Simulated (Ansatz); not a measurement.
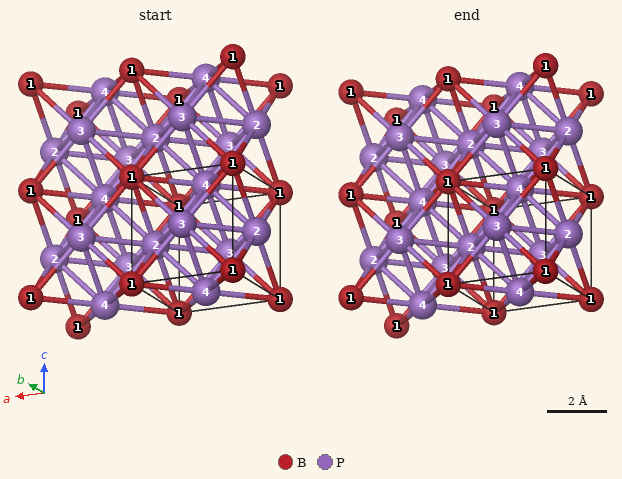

The structure of solid BP₃ (built on the Cu3Au (L1_2)_221 type) (coarse preliminary run) before (left) and after (right) a relaxation, at one scale.

The picture is a ball-and-stick view of the cell of the calculation, repeated 2 × 1 × 2 with one cell outlined, seen from a free direction.

Case: Cu3Au (L1_2) type (Pm-3m, No. 221).

Computed with DFT PBE, scalar-relativistic, plane waves, PAW in Ansatz. (plane-wave cutoff 420 eV; k-point mesh 4 × 4 × 4; occupations gaussian; smearing width 0.1 eV; no spin polarisation; cell and atoms relaxed; force threshold 0.04 eV/Å; at most 70 steps)

> What changed between the two?

After 1 accepted move (2 points after the start) the energy has fallen by 49.8 meV per atom. All forces vanish by symmetry, so only the cell relaxes. Pressure: −9.79 GPa at the start and 0.18 GPa at the end. The SCF was repeated once at an unchanged geometry on a basis and grid sized afresh for the cell, which shifted the energy by 0.3 meV per atom at most. The atoms keep their places relative to the cell (all moves are under 0.005 Å). The volume changes by −10.8 %, with a = b = c 3.845 → 3.702 Å (−3.7 %). Among the contacts that change: P2–P3 2.719 → 2.618 Å, B1–P2 2.719 → 2.618 Å. The space group stays Pm-3m (No. 221).

Limits of the set-up: the k-point mesh is coarse for a cell with partly filled bands.
